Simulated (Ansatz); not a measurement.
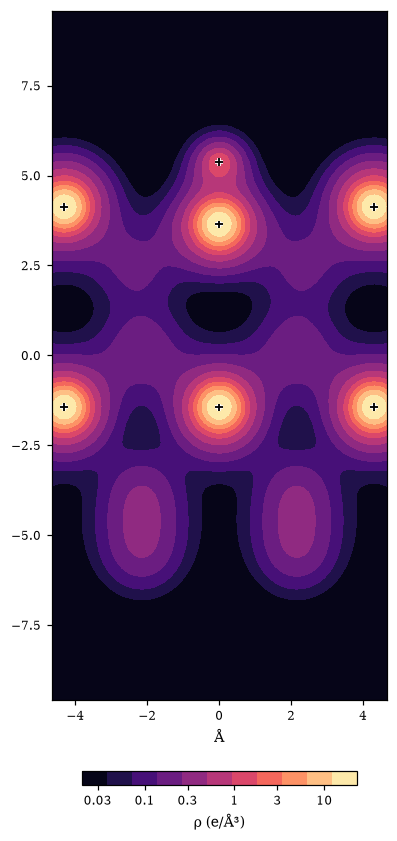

The valence charge density (pseudo) on a plane through atoms (crosses mark nuclei in the plane).

Level of theory: DFT PBE, scalar-relativistic, plane waves, PAW in Ansatz.

Candidates:
A. Ge, a = 5.76 Å, b = 5.76 Å, c = 5.76 Å, α = 90.00°, β = 90.00°, γ = 90.00°. Space group Fd-3m; a generated structure, not necessarily the stable one.
B. Sb₂₄H (slab), a = 8.62 Å, b = 8.62 Å, c = 25.03 Å, α = 90.00°, β = 90.00°, γ = 120.00°. Computed without spin polarisation.

Which candidate gave the map?

Candidate B: Sb₂₄H on the (010) plane of the calculation cell, a cut from vacuum to vacuum, which holds Sb and H. Sb–H (1.73 Å): ρ at the midpoint is about 0.96 e/Å³.
